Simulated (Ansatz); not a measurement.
Geometry relaxation of CO$_{2}$ (part 2 of 2)

Continued. System: CO$_{2}$ (6 atoms in the cell). Method: DFT r2SCAN, scalar-relativistic, plane waves, PAW, no spin polarisation (Ansatz 0.2.0); cutoff 500 eV, 8×8×8 k-mesh, Gaussian smearing of 0.1 eV. The structure derives from an entry of the Crystallography Open Database.

Geometry of the input (Å; fractional positions):
```
-1.7759  1.7759  2.9592
1.7759  -1.7759  2.9592
1.7759  1.7759  -2.9592
C  0.0000  0.0000  0.0000
C  0.7500  0.2500  0.5000
O  0.3750  0.3390  0.4640
O  0.6610  0.1250  0.0360
O  0.8750  0.9110  0.5360
O  0.0890  0.6250  0.9640
```

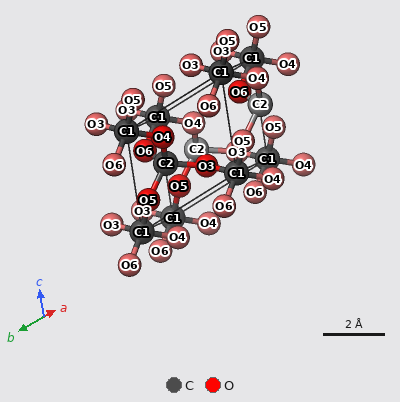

Fig. 1: The geometry at step 3 of the log (ball-and-stick view of the reduced cell, seen at an oblique angle; neighbours outside the cell are drawn fainter; atoms are numbered from 1 in the order of the input).

### The program's output, continued
```
SCF iter   1: F=—  HF=-2772.963087 eV  |F-HF|=—  |Δ(HF+E_count)|=         —  Δρ=4.72e-3  dr2=6.52e-3  dr2_τ=1.48e-2  ethr=2.10e-5  ⟨swp⟩=1.0  Hψ=7787  notcnv=0
preconditioner: auto → none  [insulator: Δε(μ)=8.589 eV  Ē_g=20.555 eV  σ=0.100 eV  W_gap=1.00  n_scr=14 (ndim 8)  ℏωp=31.3 eV  f_vac=0.032  D(μ)=0.00/eV (n_scr^D=0)  ε∞_Penn≈3.3]
SCF iter   2: F=—  HF=-2772.968119 eV  |F-HF|=—  |Δ(HF+E_count)|=   5.03e-3  Δρ=1.33e-3  dr2=4.43e-4  dr2_τ=1.65e-4  ethr=2.04e-5  ⟨swp⟩=2.0  Hψ=2132  notcnv=0
SCF iter   3: F=—  HF=-2772.968199 eV  |F-HF|=—  |Δ(HF+E_count)|=   8.01e-5  Δρ=5.33e-4  dr2=5.73e-5  dr2_τ=1.25e-5  ethr=1.39e-6  ⟨swp⟩=3.0  Hψ=2439  notcnv=0
SCF iter   4: F=—  HF=-2772.968224 eV  |F-HF|=—  |Δ(HF+E_count)|=   2.45e-5  Δρ=1.96e-4  dr2=4.97e-6  dr2_τ=1.52e-6  ethr=1.79e-7  ⟨swp⟩=2.1  Hψ=1988  notcnv=0
SCF iter   5: F=-2772.968229 eV  HF=-2772.968229 eV  |F-HF|=9.08e-9  |Δ(HF+E_count)|=   4.64e-6  Δρ=2.11e-5  dr2=9.63e-8  dr2_τ=1.18e-8  ethr=1.87e-9  ⟨swp⟩=6.8  Hψ=6164  notcnv=0
SCF 5 converged in 5 iterations: F = -2772.968229 eV  dr2 = 9.63e-8
relax step   5: F+E_penalty+E_count = -2772.96822857 eV  Δ(F+E_penalty+E_count) = -1.465e-2 eV  max|allowed force component| = 1.485e-2 eV/Å  Δτ_max = 0.0042 Å  P = +0.299 GPa  Ω = 45.154 Å³  energy of the carried Pulay correction = -1.084e-2 eV  (5 SCF iters, dr2 threshold 6.00e-7 eV, accepted)
Initial wavefunctions: pseudopotential atomic-orbital guess (no wavefunctions were taken with the density)
iter 1 solved again at ethr=8.10e-8 eV; its pass at ethr=3.10e-3 eV (dr2=2.59e-5 eV) is discarded
SCF iter   1: F=—  HF=-2772.981969 eV  |F-HF|=—  |Δ(HF+E_count)|=         —  Δρ=9.84e-4  dr2=2.30e-5  dr2_τ=9.59e-5  ethr=8.10e-8  ⟨swp⟩=3.4  Hψ=9559  notcnv=0
preconditioner: auto → none  [insulator: Δε(μ)=8.607 eV  Ē_g=20.562 eV  σ=0.100 eV  W_gap=1.00  n_scr=14 (ndim 8)  ℏωp=31.3 eV  f_vac=0.029  D(μ)=0.00/eV (n_scr^D=0)  ε∞_Penn≈3.3]
SCF iter   2: F=—  HF=-2772.983254 eV  |F-HF|=—  |Δ(HF+E_count)|=   1.29e-3  Δρ=4.94e-4  dr2=5.46e-6  dr2_τ=6.32e-5  ethr=7.18e-8  ⟨swp⟩=2.3  Hψ=2126  notcnv=0
SCF iter   3: F=—  HF=-2772.983504 eV  |F-HF|=—  |Δ(HF+E_count)|=   2.50e-4  Δρ=4.00e-5  dr2=3.87e-7  dr2_τ=2.05e-7  ethr=1.71e-8  ⟨swp⟩=2.0  Hψ=2242  notcnv=0
SCF iter   4: F=—  HF=-2772.983504 eV  |F-HF|=—  |Δ(HF+E_count)|=   4.66e-7  Δρ=8.42e-6  dr2=1.54e-8  dr2_τ=5.73e-9  ethr=1.21e-9  ⟨swp⟩=2.0  Hψ=1989  notcnv=0
SCF iter   5: F=-2772.983504 eV  HF=-2772.983504 eV  |F-HF|=5.95e-9  |Δ(HF+E_count)|=   1.79e-8  Δρ=3.79e-6  dr2=2.19e-9  dr2_τ=9.99e-10  ethr=1.87e-11  ⟨swp⟩=5.0  Hψ=4620  notcnv=0
SCF 6 converged in 5 iterations: F = -2772.983504 eV  dr2 = 2.19e-9
relax step   6: F+E_penalty+E_count = -2772.98350433 eV  Δ(F+E_penalty+E_count) = -1.528e-2 eV  max|allowed force component| = 1.201e-2 eV/Å  Δτ_max = 0.0000 Å  P = +0.626 GPa  Ω = 45.154 Å³  stress off target by 8.93e-1 GPa  SCF on the basis re-selected at this cell (its energy is not comparable with the rows above)  (5 SCF iters)
basis re-selected at this cell: Δ(F+E_penalty+E_count) = -1.528e-2 eV, ΔP = +0.327 GPa vs the last step (what re-selecting the basis moved, of the pressure what is left beyond the Pulay correction that the steps carried, after the strain that the cell walked since its last selection, with what the two solves' SCF thresholds leave and, on support functions, any second-order correction that the steps lacked; it is no measure of the basis error at this ecutwfc). This SCF's stress stands 8.93e-1 GPa from its target on what of the cell is left free (relax.cell.stress_tol is 5.00e-1 GPa) and its largest allowed force component is 1.20e-2 eV/Å (relax.f_tol is 5.00e-2 eV/Å): not within both, so this SCF does not close the relaxation
Crystal: 6 atoms, lattice volume = 45.335 Å³
iter 1 solved again at ethr=8.81e-7 eV; its pass at ethr=3.10e-3 eV (dr2=2.82e-4 eV) is discarded
SCF iter   1: F=—  HF=-2772.983254 eV  |F-HF|=—  |Δ(HF+E_count)|=         —  Δρ=1.45e-3  dr2=2.76e-4  dr2_τ=2.35e-3  ethr=8.81e-7  ⟨swp⟩=2.9  Hψ=8261  notcnv=0
preconditioner: auto → none  [insulator: Δε(μ)=8.594 eV  Ē_g=20.529 eV  σ=0.100 eV  W_gap=1.00  n_scr=14 (ndim 8)  ℏωp=31.2 eV  f_vac=0.032  D(μ)=0.00/eV (n_scr^D=0)  ε∞_Penn≈3.3]
SCF iter   2: F=—  HF=-2772.984060 eV  |F-HF|=—  |Δ(HF+E_count)|=   8.06e-4  Δρ=7.55e-4  dr2=6.60e-5  dr2_τ=6.70e-6  ethr=8.61e-7  ⟨swp⟩=2.0  Hψ=2154  notcnv=0
SCF iter   3: F=—  HF=-2772.984078 eV  |F-HF|=—  |Δ(HF+E_count)|=   1.81e-5  Δρ=1.30e-4  dr2=4.26e-6  dr2_τ=1.07e-6  ethr=2.06e-7  ⟨swp⟩=2.0  Hψ=2242  notcnv=0
SCF iter   4: F=-2772.984078 eV  HF=-2772.984078 eV  |F-HF|=5.85e-8  |Δ(HF+E_count)|=   4.43e-7  Δρ=3.83e-5  dr2=2.48e-7  dr2_τ=4.73e-8  ethr=1.87e-9  ⟨swp⟩=6.3  Hψ=6227  notcnv=0
SCF 7 converged in 4 iterations: F = -2772.984078 eV  dr2 = 2.48e-7
  greatest PAW one-centre occupation: 0.873 electrons in one spin orbital (limit 2), on the O atom at site 2 (counted from 0), in its partial waves of l = 0
relax step   7: F+E_penalty+E_count = -2772.98407770 eV  Δ(F+E_penalty+E_count) = -5.734e-4 eV  max|allowed force component| = 1.420e-4 eV/Å  Δτ_max = 0.0029 Å  P = +0.056 GPa  Ω = 45.335 Å³  energy of the carried Pulay correction = -2.136e-4 eV  (4 SCF iters, dr2 threshold 6.00e-7 eV, accepted)
iter 1 solved again at ethr=4.52e-8 eV; its pass at ethr=3.10e-3 eV (dr2=1.45e-5 eV) is discarded
SCF iter   1: F=—  HF=-2772.984252 eV  |F-HF|=—  |Δ(HF+E_count)|=         —  Δρ=1.15e-4  dr2=3.52e-7  dr2_τ=1.10e-7  ethr=4.52e-8  ⟨swp⟩=3.4  Hψ=9689  notcnv=0
preconditioner: auto → none  [insulator: Δε(μ)=8.596 eV  Ē_g=20.532 eV  σ=0.100 eV  W_gap=1.00  n_scr=14 (ndim 8)  ℏωp=31.2 eV  f_vac=0.032  D(μ)=0.00/eV (n_scr^D=0)  ε∞_Penn≈3.3]
SCF iter   2: F=—  HF=-2772.984276 eV  |F-HF|=—  |Δ(HF+E_count)|=   2.38e-5  Δρ=5.70e-5  dr2=6.20e-8  dr2_τ=7.95e-7  ethr=1.10e-9  ⟨swp⟩=2.0  Hψ=1992  notcnv=0
SCF iter   3: F=—  HF=-2772.984279 eV  |F-HF|=—  |Δ(HF+E_count)|=   2.99e-6  Δρ=1.38e-5  dr2=1.26e-8  dr2_τ=4.12e-8  ethr=1.94e-10  ⟨swp⟩=2.0  Hψ=2042  notcnv=0
SCF iter   4: F=-2772.984279 eV  HF=-2772.984279 eV  |F-HF|=5.83e-9  |Δ(HF+E_count)|=   1.45e-7  Δρ=2.53e-6  dr2=1.92e-10  dr2_τ=1.46e-9  ethr=1.87e-11  ⟨swp⟩=5.1  Hψ=4544  notcnv=0
SCF 8 converged in 4 iterations: F = -2772.984279 eV  dr2 = 1.92e-10
relax step   8: F+E_penalty+E_count = -2772.98427890 eV  Δ(F+E_penalty+E_count) = -2.012e-4 eV  max|allowed force component| = 6.281e-5 eV/Å  Δτ_max = 0.0000 Å  P = +0.050 GPa  Ω = 45.335 Å³  stress off target by 8.18e-2 GPa  SCF on the basis re-selected at this cell (its energy is not comparable with the rows above)  (4 SCF iters)
basis re-selected at this cell: Δ(F+E_penalty+E_count) = -2.012e-4 eV, ΔP = -0.006 GPa vs the last step (what re-selecting the basis moved, of the pressure what is left beyond the Pulay correction that the steps carried, after the strain that the cell walked since its last selection, with what the two solves' SCF thresholds leave and, on support functions, any second-order correction that the steps lacked; it is no measure of the basis error at this ecutwfc). This SCF's stress stands 8.18e-2 GPa from its target on what of the cell is left free (relax.cell.stress_tol is 5.00e-1 GPa) and its largest allowed force component is 6.28e-5 eV/Å (relax.f_tol is 5.00e-2 eV/Å): within both
SCF converged after 4 iterations
Free energy (F): -2772.984279 eV
Harris-Foulkes:  -2772.984279 eV  (|F-HF|=5.83e-9)
Internal energy: -2772.984279 eV  (E = F + TS)
E sigma→0 (E₀):  -2772.984279 eV
Fermi energy:    9.260334 eV
--- Per-component energies (eV) ---
  E_band       = -130.199229
  E_kinetic    = 887.820644
  E_local      = -1733.245024  (includes V_loc(G=0)·N_el)
  E_nonlocal   = 241.521620
  E_hartree    = 575.686984
  E_xc         = -384.180815
  E_vxc        = -549.347938  (∫ρ·V_xc dr)
  E_paw        = -842.976051  (= ΣΔE_a)
  E_vpaw       = -163.060369  (= ΣTr[D̂ρ^β])
  E_aug_tail   = 0.004417  (compensation charges beyond the density's cutoff)
  E_vtau       = 34.733343  (kinetic-family band-sum trace: ∫τ·v_τ [+ j·A + Jᵃ·Aᵃ] dr)
  E_ewald      = -1517.438741
  E_core_change = -0.177311  (= ΣΔE_core)
  E_smearing   = -0.000000  (= −TS)
  E_closure    = 0.000000  (closes the sum)
  Σ components = -2772.984279   (vs F -2772.984279, Δ=0.00e0)
--- Forces (eV/Å), atoms counted from 1 ---
  atom   1  C     -0.00000000     0.00000000     0.00000000
  atom   2  C     -0.00000000    -0.00000000     0.00000000
  atom   3  O     -0.00006281     0.00000000     0.00000000
  atom   4  O      0.00000000     0.00006281     0.00000000
  atom   5  O      0.00006281     0.00000000    -0.00000000
  atom   6  O      0.00000000    -0.00006281    -0.00000000
  max |Σ_I F_I| component: 8.15e-17 eV/Å
--- Stress (GPa, compression-positive) ---
        0.081803      -0.000000      -0.000000
       -0.000000       0.081803      -0.000000
       -0.000000      -0.000000      -0.015026
  P = ⅓ Tr σ = 0.0495 GPa (0.495 kbar)
--- Band table (eV; the first three rows and the last of 59) ---
  k-point 0: bands = ["-20.3858", "-15.0397", "-15.0397", "-14.3227", "-10.1865", "-4.9704", "-4.9704", "-3.6305", "0.2492", "1.0428", "2.3547", "3.6513", "3.6513", "4.1391", "4.1391", "4.5832", "13.5575", "15.2777", "15.4452", "15.4452", "18.5444", "18.7593"]
  k-point 1: bands = ["-20.2398", "-15.4167", "-15.0743", "-14.4090", "-9.8060", "-5.2007", "-4.7522", "-3.4351", "0.0778", "1.3258", "2.4773", "3.5048", "3.7898", "3.8400", "4.0259", "4.4152", "13.7470", "15.3888", "15.5920", "15.6658", "18.5094", "18.6739"]
  k-point 2: bands = ["-19.8129", "-16.2741", "-15.1443", "-14.6425", "-8.9246", "-5.6954", "-4.1830", "-3.0572", "-0.2621", "1.8832", "2.4197", "2.7472", "3.7448", "3.7866", "4.1300", "4.3139", "14.0809", "15.2767", "16.1111", "16.1435", "18.2197", "18.9832"]
  k-point 58: bands = ["-18.2418", "-18.2418", "-15.3170", "-15.3170", "-5.9556", "-5.9556", "-3.5937", "-3.5937", "1.5236", "1.5236", "1.7045", "1.7045", "2.0262", "2.0262", "4.9217", "4.9217", "14.9196", "14.9196", "16.8610", "16.8610", "17.4451", "17.4451"]
--- Relaxed structure (6 steps of the walk, 6 accepted, 2 SCFs on fresh bases) ---
  F+E_penalty+E_count = -2772.98427890 eV   max|allowed force component| = 6.281e-5 eV/Å   (the final SCF, on the basis selected at the relaxed cell)
  cell:  # Å, volume = 45.3352 Å³
    - [-1.9539832799437094, 1.9539832799437094, 2.968477208156959]
    - [1.9539832799437094, -1.9539832799437094, 2.968477208156959]
    - [1.9539832799437094, 1.9539832799437094, -2.968477208156959]
  atoms:
    - { symbol: C, position: [-6.512091431487537e-19, 1.3024182862975077e-18, 6.51209143148754e-19] }
    - { symbol: C, position: [0.7500000000000002, 0.25000000000000006, 0.5000000000000001] }
    - { symbol: O, position: [0.3750000000000001, 0.2924682427796039, 0.4174682427796039] }
    - { symbol: O, position: [0.7075317572203964, 0.12500000000000006, 0.08253175722039624] }
    - { symbol: O, position: [0.8750000000000002, 0.9575317572203965, 0.5825317572203963] }
    - { symbol: O, position: [0.04246824277960379, 0.625, 0.9174682427796039] }
```

### Trajectory as extended XYZ (Å, eV, eV/Å), 8 frames, from step=1 to step=8
```
6
Lattice="-1.7759 1.7759 2.9592 1.7759 -1.7759 2.9592 1.7759 1.7759 -2.9592" Properties=species:S:1:pos:R:3:forces:R:3 step=1 energy=-2771.89064 pressure_GPa=29.32
C     0.0000    0.0000    0.0000    0.0000   0.0000   0.0000
C     0.0000    1.7759    1.4796    0.0000   0.0000   0.0000
O     0.7601    0.8880    0.7398   -1.7786   0.0000   0.0000
O    -0.8880    1.0158    2.2194    0.0000   1.7786   0.0000
O     1.0158    0.8880    3.6990    1.7786   0.0000   0.0000
O     2.6639    0.7601   -0.7398    0.0000  -1.7786   0.0000
6
Lattice="-1.8628 1.8628 3.0222 1.8628 -1.8628 3.0222 1.8628 1.8628 -3.0222" Properties=species:S:1:pos:R:3:forces:R:3 step=2 energy=-2772.78661 pressure_GPa=6.55
C     0.0000    0.0000    0.0000    0.0000   0.0000   0.0000
C     0.0000    1.8628    1.5111    0.0000   0.0000   0.0000
O     0.7052    0.9314    0.7555   -0.7176   0.0000   0.0000
O    -0.9314    1.1576    2.2666    0.0000   0.7176   0.0000
O     1.1576    0.9314    3.7777    0.7176   0.0000   0.0000
O     2.7942    0.7052   -0.7555    0.0000  -0.7176   0.0000
6
Lattice="-1.9209 1.9209 3.0103 1.9209 -1.9209 3.0103 1.9209 1.9209 -3.0103" Properties=species:S:1:pos:R:3:forces:R:3 step=3 energy=-2772.95124 pressure_GPa=0.41
C     0.0000    0.0000    0.0000    0.0000   0.0000   0.0000
C     0.0000    1.9209    1.5052    0.0000   0.0000   0.0000
O     0.6703    0.9605    0.7526   -0.2173   0.0000   0.0000
O    -0.9605    1.2506    2.2577    0.0000   0.2173   0.0000
O     1.2506    0.9605    3.7629    0.2173   0.0000   0.0000
O     2.8814    0.6703   -0.7526    0.0000  -0.2173   0.0000
6
Lattice="-1.9402 1.9402 2.9542 1.9402 -1.9402 2.9542 1.9402 1.9402 -2.9542" Properties=species:S:1:pos:R:3:forces:R:3 step=4 energy=-2772.95358 pressure_GPa=5.82
C     0.0000    0.0000    0.0000    0.0000   0.0000   0.0000
C     0.0000    1.9402    1.4771    0.0000   0.0000   0.0000
O     0.6485    0.9701    0.7385    0.3423   0.0000   0.0000
O    -0.9701    1.2918    2.2156    0.0000  -0.3423   0.0000
O     1.2918    0.9701    3.6927   -0.3423   0.0000   0.0000
O     2.9103    0.6485   -0.7385    0.0000   0.3423   0.0000
6
Lattice="-1.9477 1.9477 2.9757 1.9477 -1.9477 2.9757 1.9477 1.9477 -2.9757" Properties=species:S:1:pos:R:3:forces:R:3 step=5 energy=-2772.96823 pressure_GPa=0.30
C     0.0000    0.0000    0.0000    0.0000   0.0000   0.0000
C     0.0000    1.9477    1.4878    0.0000   0.0000   0.0000
O     0.6555    0.9738    0.7439    0.0149   0.0000   0.0000
O    -0.9738    1.2922    2.2318    0.0000  -0.0149   0.0000
O     1.2922    0.9738    3.7196   -0.0149   0.0000   0.0000
O     2.9215    0.6555   -0.7439    0.0000   0.0149   0.0000
6
Lattice="-1.9477 1.9477 2.9757 1.9477 -1.9477 2.9757 1.9477 1.9477 -2.9757" Properties=species:S:1:pos:R:3:forces:R:3 step=6 energy=-2772.98350 pressure_GPa=0.63
C     0.0000    0.0000    0.0000    0.0000   0.0000   0.0000
C     0.0000    1.9477    1.4878    0.0000   0.0000   0.0000
O     0.6555    0.9738    0.7439    0.0120   0.0000   0.0000
O    -0.9738    1.2922    2.2318    0.0000  -0.0120   0.0000
O     1.2922    0.9738    3.7196   -0.0120   0.0000   0.0000
O     2.9215    0.6555   -0.7439    0.0000   0.0120   0.0000
6
Lattice="-1.9540 1.9540 2.9685 1.9540 -1.9540 2.9685 1.9540 1.9540 -2.9685" Properties=species:S:1:pos:R:3:forces:R:3 step=7 energy=-2772.98408 pressure_GPa=0.06
C     0.0000    0.0000    0.0000    0.0000   0.0000   0.0000
C     0.0000    1.9540    1.4842    0.0000   0.0000   0.0000
O     0.6545    0.9770    0.7421    0.0001   0.0000   0.0000
O    -0.9770    1.2995    2.2264    0.0000  -0.0001   0.0000
O     1.2995    0.9770    3.7106   -0.0001   0.0000   0.0000
O     2.9310    0.6545   -0.7421    0.0000   0.0001   0.0000
6
Lattice="-1.9540 1.9540 2.9685 1.9540 -1.9540 2.9685 1.9540 1.9540 -2.9685" Properties=species:S:1:pos:R:3:forces:R:3 step=8 energy=-2772.98428 pressure_GPa=0.05
C     0.0000    0.0000    0.0000    0.0000   0.0000   0.0000
C     0.0000    1.9540    1.4842    0.0000   0.0000   0.0000
O     0.6545    0.9770    0.7421   -0.0001   0.0000   0.0000
O    -0.9770    1.2995    2.2264    0.0000   0.0001   0.0000
O     1.2995    0.9770    3.7106    0.0001   0.0000   0.0000
O     2.9310    0.6545   -0.7421    0.0000  -0.0001   0.0000
```

### Key numbers

- outcome: converged
- space group (tolerance 0.01 Å): I-42d (122)
- electrons treated: 32
- free energy: −2772.9843 eV
- Fermi energy: 9.260 eV
- gap on the k-point mesh: 8.60 eV
- pressure: 0.05 GPa
- final volume: 45.34 Å³
- largest force (length of the vector) at the end: under 0.001 eV/Å
- final cell: a = 4.056 Å, b = 4.056 Å, c = 4.056 Å, α = 122.39°, β = 122.39°, γ = 85.90°
- hardware: 2 threads of Arm Neoverse V2, 24 GiB of memory available, shared host
- wall time: 41 s (CPU time 82 s)
- peak memory: 0.48 GiB
